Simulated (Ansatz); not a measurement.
Geometry relaxation of Si8NO15 (charge −1) (part 1 of 3)

System: Si8NO15 (defect cell, 24 atoms in the cell, total charge −1).
Method: DFT, PBE, plane-wave PAW, default files, scalar-relativistic, no spin polarisation (Ansatz 0.2.0).

The structure derives from an entry of the Crystallography Open Database. It belongs to a series of runs on one base structure; here: N on a O site, charge -1, ions relaxed. Figures and captions count atoms from 1; the log counts them from 0 in places.

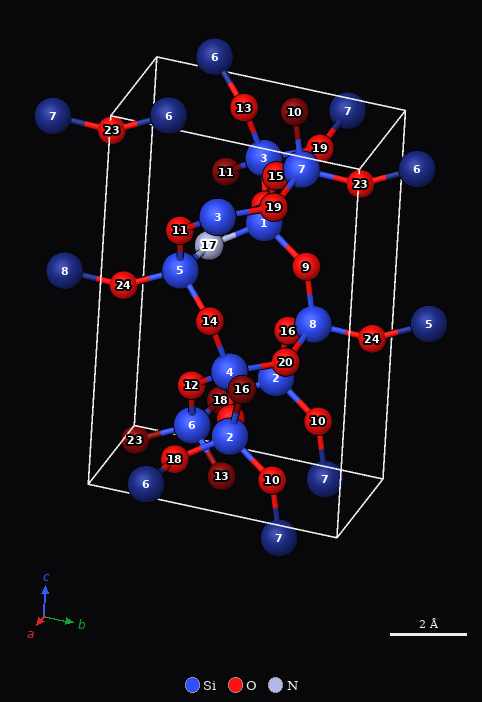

Fig. 1: The structure as given in the input (ball-and-stick view of the reduced cell, seen slightly off an axis; neighbours outside the cell are drawn fainter; atoms are numbered from 1 in the order of the input). Near neighbours in the crystal (not all of them lie inside the picture): Si has 1 N at 1.62 Å and 3 O at 1.61 to 1.62 Å; Si has 4 O at 1.61 to 1.62 Å; O has 2 Si at 1.61 to 1.62 Å; N has 2 Si at 1.62 Å.

### Results in brief

| quantity | value |
| --- | --- |
| outcome | converged |
| electrons treated | 128 |
| free energy | −14004.3953 eV |
| Fermi energy | 3.777 eV |
| gap on the k-point mesh | 3.76 eV |
| pressure | 1.92 GPa |
| final volume | 402.99 Å³ |
| field gradient V_zz (10²¹ V/m²) | Si −5.62, Si 0.75, Si −1.64, Si −1.42, Si −5.56, Si 0.67, Si 1.14, Si 1.60 (the first 8 of 24 sites) |
| largest force (length of the vector) at the end | 0.038 eV/Å |
| hardware | 1 thread of Arm Neoverse V2, 24 GiB of memory available, shared host |
| wall time | 4.3 min |
| peak memory | 0.84 GiB |

### Notes

The program warns: the SCF threshold is looser than advised for the printed stress.

### The input
```yaml
crystal:
  lattice:
    - [-5.1085, 3.97895, 2.47825]
    - [10.217, -7.9579, 4.9565]
    - [5.1085, 3.97895, -2.47825]
  atoms:
    - { symbol: Si, position: [0.8566, 0.300915, 0.45843] }
    - { symbol: Si, position: [0.8566, 0.800915, 0.45843] }
    - { symbol: Si, position: [0.1434, 0.199085, 0.54157] }
    - { symbol: Si, position: [0.1434, 0.699085, 0.54157] }
    - { symbol: Si, position: [0.8566, 0.449085, 0.75477] }
    - { symbol: Si, position: [0.8566, 0.949085, 0.75477] }
    - { symbol: Si, position: [0.1434, 0.050915, 0.24523] }
    - { symbol: Si, position: [0.1434, 0.550915, 0.24523] }
    - { symbol: O, position: [0.87536, 0.38205, 0.26992] }
    - { symbol: O, position: [0.87536, 0.88205, 0.26992] }
    - { symbol: O, position: [0.49418, 0.30272, 0.73008] }
    - { symbol: O, position: [0.49418, 0.80272, 0.73008] }
    - { symbol: O, position: [0.87536, 0.05272, 0.61126] }
    - { symbol: O, position: [0.87536, 0.55272, 0.61126] }
    - { symbol: O, position: [0.49418, 0.13205, 0.38874] }
    - { symbol: O, position: [0.49418, 0.63205, 0.38874] }
    - { symbol: "N", position: [0.9661, 0.395785, 0.67453] }
    - { symbol: O, position: [0.9661, 0.895785, 0.67453] }
    - { symbol: O, position: [0.11704, 0.145785, 0.32547] }
    - { symbol: O, position: [0.11704, 0.645785, 0.32547] }
    - { symbol: O, position: [0.09431, 0.297155, 0.5] }
    - { symbol: O, position: [0.09431, 0.797155, 0.5] }
    - { symbol: O, position: [0.09431, 0.047155, 0.0] }
    - { symbol: O, position: [0.09431, 0.547155, 0.0] }
total_charge: -1
kpoints:
  mp_grid: { grid: [4, 2, 3] }
scf:
  occupations: { method: fermi_dirac, width: 0.01 }
hamiltonian:
  xc: pbe
  pseudopotentials: { kind: paw }
output:
  forces: true
  stress: true
  populations: true
  efg:
    quadrupole_moments_barn: { O: -0.02558, "N": 0.02044 }
    contact_densities: true
relax:
  f_tol: 0.03
  max_steps: 40
```

Launched with:
```bash
ansatz run input.yaml --threads 1 --pin off --max-ram 3072MiB --backend cpu --events-out ev --progress --plain --runs-dir out
```

### The program's output
```
Warning: output.stress: scf.convergence.dr2_threshold = 1e-7 eV (the SCF's general default) is looser than the 2.4e-9 eV advised for a printed stress (1e-10 eV for each atom of the cell: 24). What an SCF threshold leaves in a stress goes as its square root, and in the free energy as the threshold itself, and one threshold admits the most on a small cell: of the crystals measured, under no hybrid functional and no lock of the moments, on runs that ended without the residual-converged pass, on stresses that held no estimate of that error, the worst erred by over 100 MPa in a component at 1e-7 eV an atom and by under 5 at 1e-10. Every solve of this run answers to scf.convergence.dr2_threshold, and the tensor of one is reported: a single SCF on the reported geometry and on this run's grids (its basis.xc_grid and basis.ecutrho_ratio typed), with scf.convergence.dr2_threshold at 2.4e-9 eV or tighter, prints it and tightens no other solve. Else set scf.convergence.dr2_threshold to 2.4e-9 eV or tighter. The threshold is an SCF's pass mark: one that does not reach it within its budget of iterations ends unconverged, or closes short of it on a stop that the run arms, and scf.convergence.dr2_threshold's page says what that costs each kind of run
Engine: ansatz 0.2.0, aarch64-unknown-linux-gnu
Pseudopotentials: kind: paw
Pseudopotential: Si, paw, valence charge 4, recommended cutoff 420 eV (normal), Si.paw.azcp
Pseudopotential: O, paw, valence charge 6, recommended cutoff 420 eV (normal), O.paw.azcp
Pseudopotential: N, paw, valence charge 5, recommended cutoff 420 eV (normal), N.paw.azcp
Functional definition: PBE
  parameter kappa = 0.804
  parameter beta = 0.06672455060314922
  exchange = pbe_x(kappa = kappa, mu = beta*pi^2/3)
  correlation = pbe_c(beta = beta)
Crystal: 24 atoms, lattice volume = 402.993 Å³
Basis set: ecut = 420 eV, 7897 PW (Γ), exchange–correlation on 96×192×96 points (8 copies of the dense FFT grid, shifted against one another)
Bands: 88, of which v1, the nominal top of the filled ones, is band 64 counted from 1 (63 counted from 0)
Symmetry: 1 space group operations
Space group: P1 (ITA 1), of the structure as read, at distance tolerance 7.4e-5 Å
k-points: 14 of 24 (time reversal used)
Non-local potential: Si, projectors of the file, l = 0: 2, l = 1: 2, l = 2: 2
Non-local potential: O, projectors of the file, l = 0: 2, l = 1: 2, l = 2: 1
Non-local potential: N, projectors of the file, l = 0: 2, l = 1: 2, l = 2: 1
PAW form: soft (Blöchl's): semilocal exchange-correlation on the pseudo side does not see the compensation charge
PAW one-centre angular grid: Si, 110 points (default); XC on 64 Gauss nodes
PAW one-centre angular grid: O, 110 points (default); XC on 64 Gauss nodes
PAW one-centre angular grid: N, 110 points (default); XC on 64 Gauss nodes
Initial density: superposition of atomic densities (neutral atoms scaled as one to the charged cell's electrons: chi_scale 0, normalization atom), corrected by the library's trained network
Initial wavefunctions: pseudopotential atomic-orbital guess
Functional: x = pbe(κ = 0.804, μ = 0.2195149727645171), c = pbe(β = 0.06672455060314922)
SCF iter   1: F=—  HF=-14004.144480 eV  |F-HF|=—  |Δ(HF+E_count)|=         —  Δρ=1.69e-2  dr2=1.48e0  ethr=1.77e-3  ⟨swp⟩=7.8  Hψ=6525  notcnv=0  defer=84
preconditioner: auto → Resta (q_TF=auto, 2.254 Å⁻¹)  ε∞=2.7  [insulator: Δε(μ)=3.679 eV  Ē_g=16.076 eV  σ=0.010 eV  W_gap=1.00  n_scr=80 (ndim 8)  ℏωp=20.9 eV  f_vac=0.317  D(μ)=0.00/eV (n_scr^D=0)  ε∞_Penn≈2.7  vacuum switching on, ρ_ref=1.9e-2 e/Å³]
SCF iter   2: F=—  HF=-14003.715780 eV  |F-HF|=—  |Δ(HF+E_count)|=   4.29e-1  Δρ=5.71e-3  dr2=1.47e-1  ethr=1.15e-3  ⟨swp⟩=2.4  Hψ=2148  notcnv=0  defer=270
SCF iter   3: F=—  HF=-14003.685188 eV  |F-HF|=—  |Δ(HF+E_count)|=   3.06e-2  Δρ=2.07e-3  dr2=3.99e-2  ethr=1.15e-4  ⟨swp⟩=3.1  Hψ=2246  notcnv=0  defer=270
SCF iter   4: F=—  HF=-14003.670995 eV  |F-HF|=—  |Δ(HF+E_count)|=   1.42e-2  Δρ=8.37e-4  dr2=2.76e-3  ethr=3.12e-5  ⟨swp⟩=3.8  Hψ=1791  notcnv=0  defer=270
SCF iter   5: F=—  HF=-14003.670411 eV  |F-HF|=—  |Δ(HF+E_count)|=   5.84e-4  Δρ=3.23e-4  dr2=2.87e-4  ethr=2.15e-6  ⟨swp⟩=2.2  Hψ=2196  notcnv=0  defer=266
SCF iter   6: F=-14003.670477 eV  HF=-14003.670470 eV  |F-HF|=6.38e-6  |Δ(HF+E_count)|=   5.96e-5  Δρ=7.55e-5  dr2=1.74e-5  ethr=1.76e-8  ⟨swp⟩=3.1  Hψ=4802  notcnv=0
SCF 1 converged in 6 iterations: F = -14003.670477 eV  dr2 = 1.74e-5
  greatest PAW one-centre occupation: 0.864 electrons in one spin orbital (limit 2), on the O atom at site 14 (counted from 0), in its partial waves of l = 0
relax step   1: F+E_penalty+E_count = -14003.67047679 eV  Δ(F+E_penalty+E_count) = +0.000e0 eV  max|allowed force component| = 2.691e0 eV/Å  Δτ_max = 0.0000 Å  (6 SCF iters, dr2 threshold 2.25e-5 eV, accepted)
Initial density: handed on by an earlier stage of this run
Initial wavefunctions: those handed on with the density
iter 1 solved again at ethr=4.68e-5 eV; its pass at ethr=3.10e-3 eV (dr2=5.98e-2 eV) is discarded
SCF iter   1: F=—  HF=-14004.023972 eV  |F-HF|=—  |Δ(HF+E_count)|=         —  Δρ=3.80e-3  dr2=6.14e-2  ethr=4.68e-5  ⟨swp⟩=2.1  Hψ=3925  notcnv=0  defer=268
preconditioner: auto → Resta (q_TF=auto, 2.254 Å⁻¹)  ε∞=2.7  [insulator: Δε(μ)=2.743 eV  Ē_g=16.186 eV  σ=0.010 eV  W_gap=1.00  n_scr=80 (ndim 8)  ℏωp=20.9 eV  f_vac=0.304  D(μ)=0.00/eV (n_scr^D=0)  ε∞_Penn≈2.7]
SCF iter   2: F=—  HF=-14004.006904 eV  |F-HF|=—  |Δ(HF+E_count)|=   1.71e-2  Δρ=1.85e-3  dr2=1.20e-2  ethr=4.68e-5  ⟨swp⟩=3.3  Hψ=1666  notcnv=0  defer=268
SCF iter   3: F=—  HF=-14004.003959 eV  |F-HF|=—  |Δ(HF+E_count)|=   2.95e-3  Δρ=6.15e-4  dr2=1.21e-3  ethr=9.35e-6  ⟨swp⟩=3.0  Hψ=1815  notcnv=0  defer=268
SCF iter   4: F=—  HF=-14004.003737 eV  |F-HF|=—  |Δ(HF+E_count)|=   2.22e-4  Δρ=1.92e-4  dr2=1.40e-4  ethr=9.42e-7  ⟨swp⟩=2.0  Hψ=1869  notcnv=0  defer=268
SCF iter   5: F=-14004.003739 eV  HF=-14004.003739 eV  |F-HF|=7.02e-7  |Δ(HF+E_count)|=   1.57e-6  Δρ=4.58e-5  dr2=1.06e-5  ethr=7.81e-8  ⟨swp⟩=2.0  Hψ=4298  notcnv=0
SCF 2 converged in 5 iterations: F = -14004.003739 eV  dr2 = 1.06e-5
relax step   2: F+E_penalty+E_count = -14004.00373935 eV  Δ(F+E_penalty+E_count) = -3.333e-1 eV  max|allowed force component| = 1.914e0 eV/Å  Δτ_max = 0.0424 Å  (5 SCF iters, dr2 threshold 1.00e-4 eV, accepted)
iter 1 solved again at ethr=3.29e-4 eV; its pass at ethr=3.10e-3 eV (dr2=4.22e-1 eV) is discarded
SCF iter   1: F=—  HF=-14004.501719 eV  |F-HF|=—  |Δ(HF+E_count)|=         —  Δρ=1.02e-2  dr2=4.28e-1  ethr=3.29e-4  ⟨swp⟩=1.9  Hψ=5119  notcnv=0  defer=259
preconditioner: auto → Resta (q_TF=auto, 2.254 Å⁻¹)  ε∞=2.7  [insulator: Δε(μ)=3.332 eV  Ē_g=16.095 eV  σ=0.010 eV  W_gap=1.00  n_scr=80 (ndim 8)  ℏωp=20.9 eV  f_vac=0.300  D(μ)=0.00/eV (n_scr^D=0)  ε∞_Penn≈2.7]
SCF iter   2: F=—  HF=-14004.384447 eV  |F-HF|=—  |Δ(HF+E_count)|=   1.17e-1  Δρ=5.11e-3  dr2=9.44e-2  ethr=3.29e-4  ⟨swp⟩=2.5  Hψ=1499  notcnv=0  defer=259
SCF iter   3: F=—  HF=-14004.360173 eV  |F-HF|=—  |Δ(HF+E_count)|=   2.43e-2  Δρ=1.61e-3  dr2=8.25e-3  ethr=7.38e-5  ⟨swp⟩=3.2  Hψ=2247  notcnv=0  defer=267
SCF iter   4: F=—  HF=-14004.358586 eV  |F-HF|=—  |Δ(HF+E_count)|=   1.59e-3  Δρ=5.32e-4  dr2=1.05e-3  ethr=6.44e-6  ⟨swp⟩=2.7  Hψ=1868  notcnv=0  defer=267
SCF iter   5: F=—  HF=-14004.358559 eV  |F-HF|=—  |Δ(HF+E_count)|=   2.66e-5  Δρ=1.28e-4  dr2=9.26e-5  ethr=7.81e-8  ⟨swp⟩=3.0  Hψ=4815  notcnv=0
SCF iter   6: F=-14004.358573 eV  HF=-14004.358579 eV  |F-HF|=6.27e-6  |Δ(HF+E_count)|=   2.00e-5  Δρ=5.85e-5  dr2=1.25e-5  ethr=7.24e-8  ⟨swp⟩=4.0  Hψ=3766  notcnv=0
SCF 3 converged in 6 iterations: F = -14004.358573 eV  dr2 = 1.25e-5
  greatest PAW one-centre occupation: 0.865 electrons in one spin orbital (limit 2), on the O atom at site 13 (counted from 0), in its partial waves of l = 0
relax step   3: F+E_penalty+E_count = -14004.35857277 eV  Δ(F+E_penalty+E_count) = -3.548e-1 eV  max|allowed force component| = 3.163e-1 eV/Å  Δτ_max = 0.1248 Å  (6 SCF iters, dr2 threshold 1.00e-4 eV, accepted)
SCF iter   1: F=—  HF=-14004.402040 eV  |F-HF|=—  |Δ(HF+E_count)|=         —  Δρ=4.44e-3  dr2=6.42e-2  ethr=5.81e-4  ⟨swp⟩=4.4  Hψ=3000  notcnv=0  defer=263
preconditioner: auto → Resta (q_TF=auto, 2.254 Å⁻¹)  ε∞=2.7  [insulator: Δε(μ)=3.632 eV  Ē_g=16.152 eV  σ=0.010 eV  W_gap=1.00  n_scr=80 (ndim 8)  ℏωp=20.9 eV  f_vac=0.300  D(μ)=0.00/eV (n_scr^D=0)  ε∞_Penn≈2.7]
SCF iter   2: F=—  HF=-14004.384338 eV  |F-HF|=—  |Δ(HF+E_count)|=   1.77e-2  Δρ=2.13e-3  dr2=1.43e-2  ethr=5.02e-5  ⟨swp⟩=2.6  Hψ=2207  notcnv=0  defer=263
SCF iter   3: F=—  HF=-14004.380838 eV  |F-HF|=—  |Δ(HF+E_count)|=   3.50e-3  Δρ=9.27e-4  dr2=2.87e-3  ethr=1.12e-5  ⟨swp⟩=2.9  Hψ=1757  notcnv=0  defer=263
SCF iter   4: F=—  HF=-14004.379916 eV  |F-HF|=—  |Δ(HF+E_count)|=   9.22e-4  Δρ=2.03e-4  dr2=1.24e-4  ethr=2.24e-6  ⟨swp⟩=2.0  Hψ=1760  notcnv=0  defer=263
SCF iter   5: F=—  HF=-14004.379945 eV  |F-HF|=—  |Δ(HF+E_count)|=   2.94e-5  Δρ=8.30e-5  dr2=2.33e-5  ethr=9.67e-8  ⟨swp⟩=2.0  Hψ=1690  notcnv=0  defer=263
SCF iter   6: F=-14004.379944 eV  HF=-14004.379943 eV  |F-HF|=4.04e-7  |Δ(HF+E_count)|=   2.00e-6  Δρ=2.54e-5  dr2=2.65e-6  ethr=4.88e-9  ⟨swp⟩=5.0  Hψ=4196  notcnv=0
SCF 4 converged in 6 iterations: F = -14004.379944 eV  dr2 = 2.65e-6
relax step   4: F+E_penalty+E_count = -14004.37994384 eV  Δ(F+E_penalty+E_count) = -2.137e-2 eV  max|allowed force component| = 4.759e-1 eV/Å  Δτ_max = 0.0649 Å  (6 SCF iters, dr2 threshold 6.25e-6 eV, accepted)
SCF iter   1: F=—  HF=-14004.395243 eV  |F-HF|=—  |Δ(HF+E_count)|=         —  Δρ=1.74e-3  dr2=1.23e-2  ethr=3.37e-5  ⟨swp⟩=3.5  Hψ=2694  notcnv=0  defer=263
preconditioner: auto → Resta (q_TF=auto, 2.254 Å⁻¹)  ε∞=2.7  [insulator: Δε(μ)=3.810 eV  Ē_g=16.160 eV  σ=0.010 eV  W_gap=1.00  n_scr=80 (ndim 8)  ℏωp=20.9 eV  f_vac=0.300  D(μ)=0.00/eV (n_scr^D=0)  ε∞_Penn≈2.7]
SCF iter   2: F=—  HF=-14004.391079 eV  |F-HF|=—  |Δ(HF+E_count)|=   4.16e-3  Δρ=6.56e-4  dr2=1.96e-3  ethr=9.57e-6  ⟨swp⟩=2.9  Hψ=2229  notcnv=0  defer=263
SCF iter   3: F=—  HF=-14004.390473 eV  |F-HF|=—  |Δ(HF+E_count)|=   6.05e-4  Δρ=2.95e-4  dr2=3.14e-4  ethr=1.53e-6  ⟨swp⟩=2.0  Hψ=1660  notcnv=0  defer=263
SCF iter   4: F=—  HF=-14004.390401 eV  |F-HF|=—  |Δ(HF+E_count)|=   7.18e-5  Δρ=7.56e-5  dr2=2.21e-5  ethr=2.46e-7  ⟨swp⟩=2.0  Hψ=1655  notcnv=0  defer=263
SCF iter   5: F=-14004.390400 eV  HF=-14004.390404 eV  |F-HF|=3.15e-6  |Δ(HF+E_count)|=   2.10e-6  Δρ=3.92e-5  dr2=4.99e-6  ethr=1.11e-8  ⟨swp⟩=4.0  Hψ=3766  notcnv=0
SCF 5 converged in 5 iterations: F = -14004.390400 eV  dr2 = 4.99e-6
relax step   5: F+E_penalty+E_count = -14004.39040041 eV  Δ(F+E_penalty+E_count) = -1.046e-2 eV  max|allowed force component| = 7.100e-2 eV/Å  Δτ_max = 0.0271 Å  (5 SCF iters, dr2 threshold 1.42e-5 eV, accepted)
SCF iter   1: F=—  HF=-14004.397773 eV  |F-HF|=—  |Δ(HF+E_count)|=         —  Δρ=2.34e-3  dr2=1.38e-2  ethr=5.17e-4  ⟨swp⟩=3.9  Hψ=2559  notcnv=0  defer=263
preconditioner: auto → Resta (q_TF=auto, 2.254 Å⁻¹)  ε∞=2.7  [insulator: Δε(μ)=3.759 eV  Ē_g=16.160 eV  σ=0.010 eV  W_gap=1.00  n_scr=80 (ndim 8)  ℏωp=20.9 eV  f_vac=0.300  D(μ)=0.00/eV (n_scr^D=0)  ε∞_Penn≈2.7]
SCF iter   2: F=—  HF=-14004.395354 eV  |F-HF|=—  |Δ(HF+E_count)|=   2.42e-3  Δρ=1.26e-3  dr2=3.92e-3  ethr=1.08e-5  ⟨swp⟩=2.0  Hψ=1802  notcnv=0  defer=263
SCF iter   3: F=—  HF=-14004.394604 eV  |F-HF|=—  |Δ(HF+E_count)|=   7.50e-4  Δρ=2.93e-4  dr2=2.38e-4  ethr=3.06e-6  ⟨swp⟩=2.1  Hψ=1770  notcnv=0  defer=263
SCF iter   4: F=—  HF=-14004.394557 eV  |F-HF|=—  |Δ(HF+E_count)|=   4.70e-5  Δρ=9.14e-5  dr2=2.01e-5  ethr=1.86e-7  ⟨swp⟩=2.0  Hψ=1774  notcnv=0  defer=263
SCF iter   5: F=—  HF=-14004.394240 eV  |F-HF|=—  |Δ(HF+E_count)|=   3.17e-4  Δρ=2.25e-5  dr2=2.09e-6  ethr=1.57e-8  ⟨swp⟩=2.0  Hψ=1655  notcnv=0  defer=263
SCF iter   6: F=—  HF=-14004.394240 eV  |F-HF|=—  |Δ(HF+E_count)|=   3.24e-7  Δρ=1.06e-5  dr2=3.98e-7  ethr=1.63e-9  ⟨swp⟩=2.0  Hψ=1762  notcnv=0  defer=263
SCF iter   7: F=-14004.394240 eV  HF=-14004.394240 eV  |F-HF|=2.87e-9  |Δ(HF+E_count)|=   5.20e-8  Δρ=3.84e-6  dr2=5.85e-8  ethr=7.81e-11  ⟨swp⟩=5.0  Hψ=4421  notcnv=0
SCF 6 converged in 7 iterations: F = -14004.394240 eV  dr2 = 5.85e-8
relax step   6: F+E_penalty+E_count = -14004.39424008 eV  Δ(F+E_penalty+E_count) = -3.840e-3 eV  max|allowed force component| = 2.968e-2 eV/Å  Δτ_max = 0.0375 Å  (7 SCF iters, accepted)
SCF iter   1: F=—  HF=-14004.397611 eV  |F-HF|=—  |Δ(HF+E_count)|=         —  Δρ=1.75e-3  dr2=7.67e-3  ethr=5.85e-5  ⟨swp⟩=4.1  Hψ=2700  notcnv=0  defer=263
preconditioner: auto → Resta (q_TF=auto, 2.254 Å⁻¹)  ε∞=2.7  [insulator: Δε(μ)=3.757 eV  Ē_g=16.162 eV  σ=0.010 eV  W_gap=1.00  n_scr=80 (ndim 8)  ℏωp=20.9 eV  f_vac=0.300  D(μ)=0.00/eV (n_scr^D=0)  ε∞_Penn≈2.7]
SCF iter   2: F=—  HF=-14004.396059 eV  |F-HF|=—  |Δ(HF+E_count)|=   1.55e-3  Δρ=9.41e-4  dr2=2.17e-3  ethr=5.99e-6  ⟨swp⟩=2.0  Hψ=1500  notcnv=0  defer=263
SCF iter   3: F=—  HF=-14004.395657 eV  |F-HF|=—  |Δ(HF+E_count)|=   4.02e-4  Δρ=2.36e-4  dr2=1.52e-4  ethr=1.69e-6  ⟨swp⟩=2.0  Hψ=1696  notcnv=0  defer=263
SCF iter   4: F=—  HF=-14004.395625 eV  |F-HF|=—  |Δ(HF+E_count)|=   3.25e-5  Δρ=7.18e-5  dr2=1.16e-5  ethr=1.19e-7  ⟨swp⟩=2.0  Hψ=1767  notcnv=0  defer=263
SCF iter   5: F=—  HF=-14004.395307 eV  |F-HF|=—  |Δ(HF+E_count)|=   3.18e-4  Δρ=1.78e-5  dr2=1.25e-6  ethr=9.04e-9  ⟨swp⟩=2.0  Hψ=1662  notcnv=0  defer=263
SCF iter   6: F=—  HF=-14004.395307 eV  |F-HF|=—  |Δ(HF+E_count)|=   1.05e-7  Δρ=7.81e-6  dr2=2.21e-7  ethr=9.79e-10  ⟨swp⟩=2.0  Hψ=1713  notcnv=0  defer=263
SCF iter   7: F=-14004.395307 eV  HF=-14004.395307 eV  |F-HF|=7.36e-9  |Δ(HF+E_count)|=   4.59e-8  Δρ=3.40e-6  dr2=4.28e-8  ethr=7.81e-11  ⟨swp⟩=4.1  Hψ=3888  notcnv=0
SCF 7 converged in 7 iterations: F = -14004.395307 eV  dr2 = 4.28e-8
relax step   7: F+E_penalty+E_count = -14004.39530737 eV  Δ(F+E_penalty+E_count) = -1.067e-3 eV  max|allowed force component| = 2.950e-2 eV/Å  Δτ_max = 0.0261 Å  (7 SCF iters, accepted)
```
